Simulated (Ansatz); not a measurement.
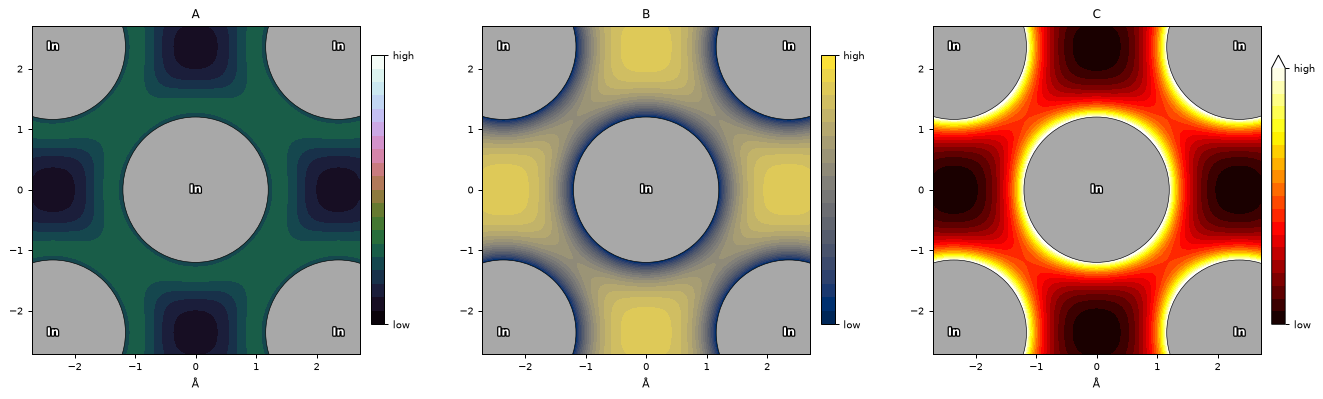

In: 3 fields on the (010) plane of the conventional cell, with unlabelled colour scales. Grey discs cover the atomic cores.

Space group Fm-3m; a structure from a database of computed crystals, not necessarily the ambient phase; computed without spin polarisation.

Theory: Ansatz, DFT r2SCAN, scalar-relativistic, plane waves, PAW.

```cif
data_structure
_symmetry_space_group_name_H-M 'P 1'
_symmetry_Int_Tables_number 1
_cell_length_a 4.7201
_cell_length_b 4.7201
_cell_length_c 4.7253
_cell_angle_alpha 90.000
_cell_angle_beta 90.000
_cell_angle_gamma 90.000
_cell_volume 105.28
loop_
_atom_site_label
_atom_site_type_symbol
_atom_site_fract_x
_atom_site_fract_y
_atom_site_fract_z
_atom_site_occupancy
In1 In 0.00000 0.00000 0.00000 1
In2 In 0.50000 0.00000 0.50000 1
In3 In 0.50000 0.50000 0.00000 1
In4 In 0.00000 0.50000 0.50000 1
```

### Match the panels to the quantities (electron localisation function, electrostatic potential energy of an electron and valence pseudo-density).

Panel A: electron localisation function. Panel B: electrostatic potential energy of an electron (low next to the atoms, rising into the space between them). Panel C: valence pseudo-density. From the grid: In–In (3.34 Å): ρ at the midpoint is about 0.13 e/Å³; the ELF is about 0.30 at the midpoint; no localised pair shows between them.
